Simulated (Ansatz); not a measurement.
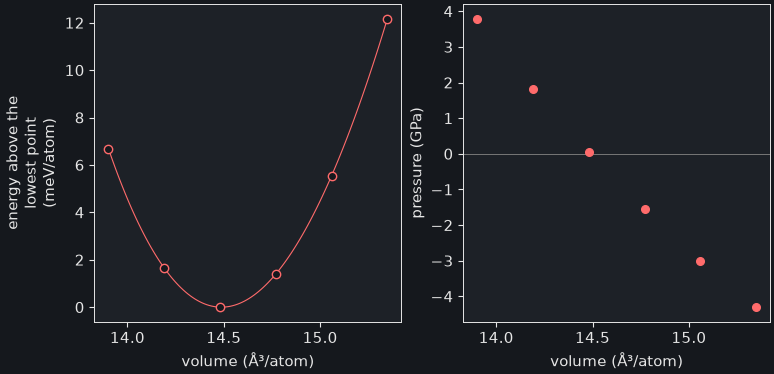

The picture above shows the energy above the lowest point and pressure against volume for Si, space group Fm-3m (No. 225) (one of a set of cubic test structures, which need not be the stable phase).

How it was computed, with Ansatz 0.2.0 development build: equation of state of a cubic crystal from periodic Kohn-Sham density functional theory without spin, third-order Birch-Murnaghan fit to the free energies; pressure corrected for the finite basis. Level: PBE.

structure type fcc; atoms in cell 1; space group number 225; lattice centring face-centred primitive; k mesh 24×24×24; occupation method Fermi–Dirac; occupation width 0.06123 eV; wave cutoff 460 eV; datasets hand-made PAW; density tolerance 1e−09 eV; bands 6; density cutoff ratio 4; search for lower states default.

Q: What equilibrium volume and bulk modulus follow from the curve?

A: A third-order Birch–Murnaghan fit gives V0 = 14.49 Å³/atom, B0 = 84.1 GPa and B′ = 4.2.

Q: What does the pressure do across the range?

A: It falls from 3.795 GPa at volume 13.90 Å³/atom to −4.304 GPa at 15.35 Å³/atom, and changes sign near 14.49 Å³/atom.

Caveats: cubic model structure, not the ambient form; modest k-mesh, values are not fully converged in k.
